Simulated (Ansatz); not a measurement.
# Aluminium, fcc under r²SCAN: how the cold (Marzari-Vanderbilt) smearing moves the result

A convergence test of the cold (Marzari-Vanderbilt) smearing width. The geometry was relaxed under r²SCAN beforehand and stays fixed; 7 values are run, from 0.01 to 1.0 eV. Wanted are the values from which on the energy stays within 10 and 1 meV/atom, and the pressure within 0.5 GPa, of the narrowest run. Within the series other settings stay, but some runs also write fields, which adds to their time. Spin polarisation is left out.

Method: DFT r²SCAN, plane waves with PAW, scalar-relativistic, in Ansatz 0.2.0.

## 1. The starting structure

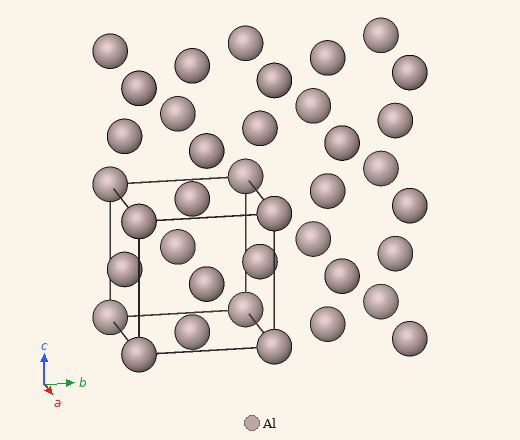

The structure, seen slightly off an axis (aluminium light grey). 1×2×2 conventional cells are drawn; the run uses a primitive one. Any atoms on the faces are drawn again on the opposite ones.

Structure file:

```
CELL_PARAMETERS angstrom
0.00000 1.99669 1.99669
1.99669 0.00000 1.99669
1.99669 1.99669 0.00000
ATOMIC_POSITIONS crystal
Al 0.00000 0.00000 0.00000
```

## 2. Run at 0.01 eV

The run at 0.01 eV.

Contents of input.yaml:

```yaml
crystal:
  lattice:
    - [0.0, 1.9966927595, 1.9966927595]
    - [1.9966927595, 0.0, 1.9966927595]
    - [1.9966927595, 1.9966927595, 0.0]
  atoms:
    - { symbol: Al, position: [0.0, 0.0, 0.0] }
hamiltonian:
  xc: r2scan
  pseudopotentials:
    kind: paw
    azcp:
      Al: "pseudopotentials/Al.paw.azcp"
basis:
  ecutwfc: 500
  fft_grid_basis: typed
kpoints:
  mp_grid: { grid: [14, 14, 14], shift: [0, 0, 0] }
magnetization:
  spin_polarized: false
scf:
  occupations: { method: cold, width: 0.01 }
  lower_state_search: "off"
output:
  stress: true
```

Started as:

```bash
ansatz run input.yaml --threads 2 --pin off --max-ram 5120MiB --backend cpu --events-out ev --progress --plain --runs-dir out
```

The program printed, cut to the lines that bear on the results:

```text
Warning: RAYON_NUM_THREADS=2 ignored (pool sized by the plan → 2); use --threads N
[...]
Pseudopotentials: kind: paw
Pseudopotential: Al, paw, valence charge 3, recommended cutoff 500 eV (meta_gga), <dir>
Functional definition: r2SCAN
[...]
Crystal: 1 atoms, lattice volume = 15.921 Å³
Basis set: ecut = 500 eV, 411 PW (Γ), exchange–correlation on 96×96×96 points (64 copies of the dense FFT grid, shifted against one another)
Bands: 6, of which v1, the nominal top of the filled ones, is band 2 counted from 1 (1 counted from 0)
Symmetry: 48 space group operations
Space group: Fm-3m (ITA 225), of the structure as read, at distance tolerance 2.5e-5 Å
k-points: 104 of 2744
[...]
SCF iter   1: F=—  HF=-540.397483 eV  |F-HF|=—  |Δ(HF+E_count)|=         —  Δρ=3.55e-3  dr2=2.23e-3  dr2_τ=4.98e-3  ethr=1.77e-3  ⟨swp⟩=5.1  Hψ=5677  notcnv=0
[...]
SCF iter   6: F=-540.405483 eV  HF=-540.405483 eV  |F-HF|=9.46e-10  |Δ(HF+E_count)|=   1.94e-8  S|Δr|=    0.00e0  Δρ=1.26e-5  dr2=2.60e-8  dr2_τ=3.00e-11  ethr=3.33e-9  ⟨swp⟩=2.9  Hψ=1738  notcnv=0
[...]
SCF converged after 6 iterations
Stability not checked: this state was not tested for a lower state beside it, because cold or Methfessel-Paxton smearing, or corrected tetrahedra, fill the levels in a way that the test cannot read (fill_not_monotonic; see scf.lower_state_search)
Free energy (F): -540.405483 eV
[...]
E sigma→0 (E₀):  -540.405481 eV
Entropy (-TS):   -0.000007 eV (-0.007 meV/atom)
Fermi energy:    8.364471 eV
[...]
--- Stress (GPa, compression-positive) ---
       -0.470817      -0.000000       0.000000
        0.000000      -0.470817       0.000000
        0.000000      -0.000000      -0.470817
  P = ⅓ Tr σ = -0.4708 GPa (-4.708 kbar)
```

Run time: 0.86 s. Hardware: 2 threads of Arm Neoverse V2, shared host; peak memory 0.31 GiB.

## 3. Run at 0.03 eV

The run at 0.03 eV.

input.yaml: that of step 2 with these lines changed.

```diff
@@ -21,3 +21,3 @@
 scf:
-  occupations: { method: cold, width: 0.01 }
+  occupations: { method: cold, width: 0.03 }
   lower_state_search: "off"
```

Started as:

```bash
ansatz run input.yaml --threads 2 --pin off --max-ram 5120MiB --backend cpu --events-out ev --progress --plain --runs-dir out
```

The program printed, cut to the lines that bear on the results:

```text
Warning: RAYON_NUM_THREADS=2 ignored (pool sized by the plan → 2); use --threads N
[...]
[... 3 set-up lines as earlier in the session ...]
[...]
Crystal: 1 atoms, lattice volume = 15.921 Å³
Basis set: ecut = 500 eV, 411 PW (Γ), exchange–correlation on 96×96×96 points (64 copies of the dense FFT grid, shifted against one another)
Bands: 6, of which v1, the nominal top of the filled ones, is band 2 counted from 1 (1 counted from 0)
[... 2 set-up lines as earlier in the session ...]
k-points: 104 of 2744
[...]
SCF iter   1: F=—  HF=-540.397584 eV  |F-HF|=—  |Δ(HF+E_count)|=         —  Δρ=3.55e-3  dr2=2.23e-3  dr2_τ=4.98e-3  ethr=1.77e-3  ⟨swp⟩=5.0  Hψ=5634  notcnv=0
[...]
SCF iter   6: F=-540.405508 eV  HF=-540.405508 eV  |F-HF|=9.21e-10  |Δ(HF+E_count)|=   1.92e-8  S|Δr|=    0.00e0  Δρ=1.22e-5  dr2=2.44e-8  dr2_τ=2.87e-11  ethr=3.33e-9  ⟨swp⟩=2.9  Hψ=1741  notcnv=0
[...]
SCF converged after 6 iterations
Stability not checked: this state was not tested for a lower state beside it, because cold or Methfessel-Paxton smearing, or corrected tetrahedra, fill the levels in a way that the test cannot read (fill_not_monotonic; see scf.lower_state_search)
Free energy (F): -540.405508 eV
[...]
E sigma→0 (E₀):  -540.405468 eV
Entropy (-TS):   -0.000120 eV (-0.120 meV/atom)
Fermi energy:    8.363801 eV
[...]
--- Stress (GPa, compression-positive) ---
       -0.422186      -0.000000      -0.000000
       -0.000000      -0.422186      -0.000000
       -0.000000       0.000000      -0.422186
  P = ⅓ Tr σ = -0.4222 GPa (-4.222 kbar)
```

Run time: 0.87 s. Hardware: 2 threads of Arm Neoverse V2, shared host; peak memory 0.31 GiB.

## 4. Run at 0.1 eV

The run at 0.1 eV.

input.yaml: that of step 3 with these lines changed.

```diff
@@ -21,3 +21,3 @@
 scf:
-  occupations: { method: cold, width: 0.03 }
+  occupations: { method: cold, width: 0.1 }
   lower_state_search: "off"
```

Started as:

```bash
ansatz run input.yaml --threads 2 --pin off --max-ram 5120MiB --backend cpu --events-out ev --progress --plain --runs-dir out
```

The program printed, cut to the lines that bear on the results:

```text
Warning: RAYON_NUM_THREADS=2 ignored (pool sized by the plan → 2); use --threads N
[...]
[... 3 set-up lines as earlier in the session ...]
[...]
Crystal: 1 atoms, lattice volume = 15.921 Å³
Basis set: ecut = 500 eV, 411 PW (Γ), exchange–correlation on 96×96×96 points (64 copies of the dense FFT grid, shifted against one another)
Bands: 6, of which v1, the nominal top of the filled ones, is band 2 counted from 1 (1 counted from 0)
[... 2 set-up lines as earlier in the session ...]
k-points: 104 of 2744
[...]
SCF iter   1: F=—  HF=-540.398021 eV  |F-HF|=—  |Δ(HF+E_count)|=         —  Δρ=3.59e-3  dr2=2.29e-3  dr2_τ=4.98e-3  ethr=1.77e-3  ⟨swp⟩=4.8  Hψ=5412  notcnv=0
[...]
SCF iter   6: F=-540.405979 eV  HF=-540.405979 eV  |F-HF|=7.57e-10  |Δ(HF+E_count)|=   2.49e-8  S|Δr|=    0.00e0  Δρ=9.54e-6  dr2=1.47e-8  dr2_τ=1.96e-11  ethr=3.33e-9  ⟨swp⟩=2.7  Hψ=1725  notcnv=0
[...]
SCF converged after 6 iterations
Stability not checked: this state was not tested for a lower state beside it, because cold or Methfessel-Paxton smearing, or corrected tetrahedra, fill the levels in a way that the test cannot read (fill_not_monotonic; see scf.lower_state_search)
Free energy (F): -540.405979 eV
[...]
E sigma→0 (E₀):  -540.405838 eV
Entropy (-TS):   -0.000424 eV (-0.424 meV/atom)
Fermi energy:    8.347681 eV
[...]
--- Stress (GPa, compression-positive) ---
       -0.422373       0.000000       0.000000
       -0.000000      -0.422373      -0.000000
        0.000000       0.000000      -0.422373
  P = ⅓ Tr σ = -0.4224 GPa (-4.224 kbar)
```

It took 0.83 s on 2 threads of Arm Neoverse V2, shared host; peak memory 0.31 GiB.

## 5. Run at 0.2 eV

The run at 0.2 eV.

input.yaml: that of step 4 with these lines changed.

```diff
@@ -21,3 +21,3 @@
 scf:
-  occupations: { method: cold, width: 0.1 }
+  occupations: { method: cold, width: 0.2 }
   lower_state_search: "off"
```

Started as:

```bash
ansatz run input.yaml --threads 2 --pin off --max-ram 5120MiB --backend cpu --events-out ev --progress --plain --runs-dir out
```

The program printed, cut to the lines that bear on the results:

```text
Warning: RAYON_NUM_THREADS=2 ignored (pool sized by the plan → 2); use --threads N
[...]
[... 3 set-up lines as earlier in the session ...]
[...]
Crystal: 1 atoms, lattice volume = 15.921 Å³
Basis set: ecut = 500 eV, 411 PW (Γ), exchange–correlation on 96×96×96 points (64 copies of the dense FFT grid, shifted against one another)
Bands: 6, of which v1, the nominal top of the filled ones, is band 2 counted from 1 (1 counted from 0)
[... 2 set-up lines as earlier in the session ...]
k-points: 104 of 2744
[...]
SCF iter   1: F=—  HF=-540.397570 eV  |F-HF|=—  |Δ(HF+E_count)|=         —  Δρ=3.59e-3  dr2=2.31e-3  dr2_τ=4.97e-3  ethr=1.77e-3  ⟨swp⟩=4.6  Hψ=5237  notcnv=0
[...]
SCF iter   6: F=-540.405497 eV  HF=-540.405497 eV  |F-HF|=6.66e-10  |Δ(HF+E_count)|=   1.89e-8  S|Δr|=    0.00e0  Δρ=9.90e-6  dr2=1.59e-8  dr2_τ=2.07e-11  ethr=3.33e-9  ⟨swp⟩=2.8  Hψ=1747  notcnv=0
[...]
SCF converged after 6 iterations
Stability not checked: this state was not tested for a lower state beside it, because cold or Methfessel-Paxton smearing, or corrected tetrahedra, fill the levels in a way that the test cannot read (fill_not_monotonic; see scf.lower_state_search)
Free energy (F): -540.405497 eV
[...]
E sigma→0 (E₀):  -540.406061 eV
Entropy (-TS):   0.001694 eV (1.694 meV/atom)
Fermi energy:    8.315053 eV
[...]
--- Stress (GPa, compression-positive) ---
       -0.412700       0.000000       0.000000
        0.000000      -0.412700       0.000000
       -0.000000       0.000000      -0.412700
  P = ⅓ Tr σ = -0.4127 GPa (-4.127 kbar)
```

Wall time 0.82 s (2 threads of Arm Neoverse V2, shared host); peak memory 0.31 GiB.

## 6. Run at 0.3 eV

The run at 0.3 eV.

input.yaml: that of step 5 with these lines changed.

```diff
@@ -21,3 +21,3 @@
 scf:
-  occupations: { method: cold, width: 0.2 }
+  occupations: { method: cold, width: 0.3 }
   lower_state_search: "off"
@@ -25 +25,5 @@
   stress: true
+  write_density: true
+  write_potential: true
+  elf: true
+  volumetric_format: npy
```

Started as:

```bash
ansatz run input.yaml --threads 2 --pin off --max-ram 5120MiB --backend cpu --events-out ev --progress --plain --runs-dir out
```

The program printed, cut to the lines that bear on the results:

```text
Warning: RAYON_NUM_THREADS=2 ignored (pool sized by the plan → 2); use --threads N
[...]
[... 3 set-up lines as earlier in the session ...]
[...]
Crystal: 1 atoms, lattice volume = 15.921 Å³
Basis set: ecut = 500 eV, 411 PW (Γ), exchange–correlation on 96×96×96 points (64 copies of the dense FFT grid, shifted against one another)
Bands: 6, of which v1, the nominal top of the filled ones, is band 2 counted from 1 (1 counted from 0)
[... 2 set-up lines as earlier in the session ...]
k-points: 104 of 2744
[...]
SCF iter   1: F=—  HF=-540.397111 eV  |F-HF|=—  |Δ(HF+E_count)|=         —  Δρ=3.52e-3  dr2=2.21e-3  dr2_τ=4.96e-3  ethr=1.77e-3  ⟨swp⟩=4.6  Hψ=5133  notcnv=0
[...]
SCF iter   6: F=-540.404921 eV  HF=-540.404921 eV  |F-HF|=7.25e-10  |Δ(HF+E_count)|=   1.95e-8  S|Δr|=    0.00e0  Δρ=1.03e-5  dr2=1.71e-8  dr2_τ=2.25e-11  ethr=3.33e-9  ⟨swp⟩=7.1  Hψ=3070  notcnv=0
[...]
SCF converged after 6 iterations
Stability not checked: this state was not tested for a lower state beside it, because cold or Methfessel-Paxton smearing, or corrected tetrahedra, fill the levels in a way that the test cannot read (fill_not_monotonic; see scf.lower_state_search)
Free energy (F): -540.404921 eV
[...]
E sigma→0 (E₀):  -540.405132 eV
Entropy (-TS):   0.000634 eV (0.634 meV/atom)
Fermi energy:    8.327237 eV
[...]
--- Stress (GPa, compression-positive) ---
       -0.298159       0.000000       0.000000
        0.000000      -0.298159       0.000000
       -0.000000       0.000000      -0.298159
  P = ⅓ Tr σ = -0.2982 GPa (-2.982 kbar)
--- Band table (eV; the first three rows and the last of 104) ---
  k-point 0: bands = ["-3.7429", "21.8341", "21.8341", "21.8341", "24.0883", "24.0883"]
[...]
```

It took 1.1 s on 2 threads of Arm Neoverse V2, shared host; peak memory 0.31 GiB.

## 7. Run at 0.6 eV

The run at 0.6 eV.

input.yaml: that of step 6 with these lines changed.

```diff
@@ -21,3 +21,3 @@
 scf:
-  occupations: { method: cold, width: 0.3 }
+  occupations: { method: cold, width: 0.6 }
   lower_state_search: "off"
@@ -25,5 +25 @@
   stress: true
-  write_density: true
-  write_potential: true
-  elf: true
-  volumetric_format: npy
```

Started as:

```bash
ansatz run input.yaml --threads 2 --pin off --max-ram 5120MiB --backend cpu --events-out ev --progress --plain --runs-dir out
```

The program printed, cut to the lines that bear on the results:

```text
Warning: RAYON_NUM_THREADS=2 ignored (pool sized by the plan → 2); use --threads N
[...]
[... 3 set-up lines as earlier in the session ...]
[...]
Crystal: 1 atoms, lattice volume = 15.921 Å³
Basis set: ecut = 500 eV, 411 PW (Γ), exchange–correlation on 96×96×96 points (64 copies of the dense FFT grid, shifted against one another)
Bands: 6, of which v1, the nominal top of the filled ones, is band 2 counted from 1 (1 counted from 0)
[... 2 set-up lines as earlier in the session ...]
k-points: 104 of 2744
[...]
SCF iter   1: F=—  HF=-540.399686 eV  |F-HF|=—  |Δ(HF+E_count)|=         —  Δρ=3.37e-3  dr2=2.02e-3  dr2_τ=4.94e-3  ethr=1.77e-3  ⟨swp⟩=4.9  Hψ=5072  notcnv=0
[...]
SCF iter   6: F=-540.407269 eV  HF=-540.407269 eV  |F-HF|=9.13e-10  |Δ(HF+E_count)|=   2.40e-8  S|Δr|=    0.00e0  Δρ=1.09e-5  dr2=1.91e-8  dr2_τ=2.58e-11  ethr=3.33e-9  ⟨swp⟩=2.8  Hψ=1782  notcnv=0
[...]
SCF converged after 6 iterations
Stability not checked: this state was not tested for a lower state beside it, because cold or Methfessel-Paxton smearing, or corrected tetrahedra, fill the levels in a way that the test cannot read (fill_not_monotonic; see scf.lower_state_search)
Free energy (F): -540.407269 eV
[...]
E sigma→0 (E₀):  -540.404645 eV
Entropy (-TS):   -0.007873 eV (-7.873 meV/atom)
Fermi energy:    8.364063 eV
[...]
--- Stress (GPa, compression-positive) ---
       -0.040912       0.000000       0.000000
       -0.000000      -0.040912       0.000000
        0.000000      -0.000000      -0.040912
  P = ⅓ Tr σ = -0.0409 GPa (-0.409 kbar)
```

Run time: 0.82 s. Hardware: 2 threads of Arm Neoverse V2, shared host; peak memory 0.31 GiB.

## 8. Run at 1.0 eV

The run at 1.0 eV.

input.yaml: that of step 7 with these lines changed.

```diff
@@ -21,3 +21,3 @@
 scf:
-  occupations: { method: cold, width: 0.6 }
+  occupations: { method: cold, width: 1.0 }
   lower_state_search: "off"
@@ -25 +25,5 @@
   stress: true
+  write_density: true
+  write_potential: true
+  elf: true
+  volumetric_format: npy
```

Started as:

```bash
ansatz run input.yaml --threads 2 --pin off --max-ram 5120MiB --backend cpu --events-out ev --progress --plain --runs-dir out
```

The program printed, cut to the lines that bear on the results:

```text
Warning: RAYON_NUM_THREADS=2 ignored (pool sized by the plan → 2); use --threads N
[...]
[... 3 set-up lines as earlier in the session ...]
[...]
Crystal: 1 atoms, lattice volume = 15.921 Å³
Basis set: ecut = 500 eV, 411 PW (Γ), exchange–correlation on 96×96×96 points (64 copies of the dense FFT grid, shifted against one another)
Bands: 6, of which v1, the nominal top of the filled ones, is band 2 counted from 1 (1 counted from 0)
[... 2 set-up lines as earlier in the session ...]
k-points: 104 of 2744
[...]
SCF iter   1: F=—  HF=-540.404325 eV  |F-HF|=—  |Δ(HF+E_count)|=         —  Δρ=3.23e-3  dr2=1.83e-3  dr2_τ=4.92e-3  ethr=1.77e-3  ⟨swp⟩=5.0  Hψ=5062  notcnv=0
[...]
SCF iter   6: F=-540.411680 eV  HF=-540.411680 eV  |F-HF|=1.16e-9  |Δ(HF+E_count)|=   3.47e-8  S|Δr|=    0.00e0  Δρ=1.09e-5  dr2=1.93e-8  dr2_τ=2.68e-11  ethr=3.33e-9  ⟨swp⟩=6.5  Hψ=3011  notcnv=0
[...]
SCF converged after 6 iterations
Stability not checked: this state was not tested for a lower state beside it, because cold or Methfessel-Paxton smearing, or corrected tetrahedra, fill the levels in a way that the test cannot read (fill_not_monotonic; see scf.lower_state_search)
Free energy (F): -540.411680 eV
[...]
E sigma→0 (E₀):  -540.408826 eV
Entropy (-TS):   -0.008561 eV (-8.561 meV/atom)
Fermi energy:    8.354763 eV
[...]
--- Stress (GPa, compression-positive) ---
        0.149529       0.000000       0.000000
        0.000000       0.149529       0.000000
        0.000000      -0.000000       0.149529
  P = ⅓ Tr σ = 0.1495 GPa (1.495 kbar)
--- Band table (eV; the first three rows and the last of 104) ---
  k-point 0: bands = ["-3.7435", "21.8347", "21.8347", "21.8347", "24.0883", "24.0883"]
[...]
```

Wall time 1.1 s (2 threads of Arm Neoverse V2, shared host); peak memory 0.31 GiB.

## 9. The series

Energies count from the run at 0.01 eV.

```csv
smearing (eV),F (meV/atom),E(σ → 0) (meV/atom),P (GPa),SCF cycles,CPU time
0.01,0.00,0.00,-0.47,6,1.5 s
0.03,-0.02,0.01,-0.42,6,1.6 s
0.1,-0.50,-0.36,-0.42,6,1.5 s
0.2,-0.01,-0.58,-0.41,6,1.5 s
0.3,0.56,0.35,-0.30,6,1.9 s
0.6,-1.79,0.84,-0.04,6,1.5 s
1.0,-6.20,-3.35,0.15,6,1.9 s
```

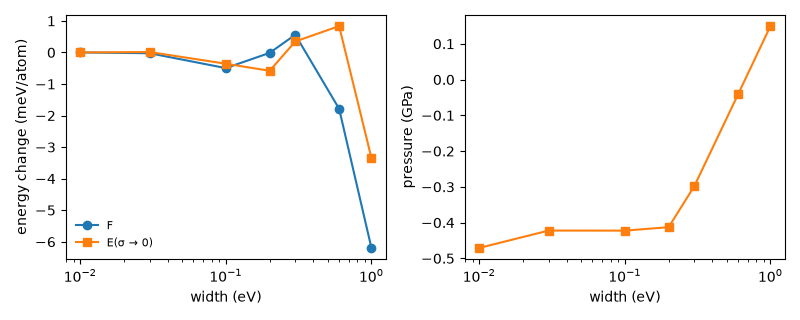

Energy and pressure against the cold (Marzari-Vanderbilt) smearing width.

## 10. Summary of results

| quantity | value |
| --- | --- |
| E(σ → 0) stays within 10 meV/atom of 0.01 eV | up to 1.0 eV |
| E(σ → 0) stays within 1 meV/atom | up to 0.6 eV |
| pressure stays within 0.5 GPa | up to 0.6 eV |
| pressure at 0.01 eV | -0.47 GPa |
| energy of a separate run on a finer mesh (22×22×22) | -6.5 meV/atom from 0.01 eV |

What this shows: At 1.0 eV the energy differs by -3.3 meV/atom and the pressure by +0.6 GPa. The free energy F moves by -6.2 meV/atom over the range, and the estimate for σ → 0 by -3.3. This scheme cancels the term in the square of the width, so F moves little up to 0.2 eV. The mesh (14×14×14) is fixed, so the narrowest widths carry a k-point error of their own. The yardstick itself is unsettled by 6.5 meV/atom against the finer mesh, so the thresholds above hold only within this series, and wider smearing, which averages over more states, can land nearer the fine-mesh value than the narrowest does. The cell taken over is 4 % smaller than the measured one (16.60 Å³/atom, COD).
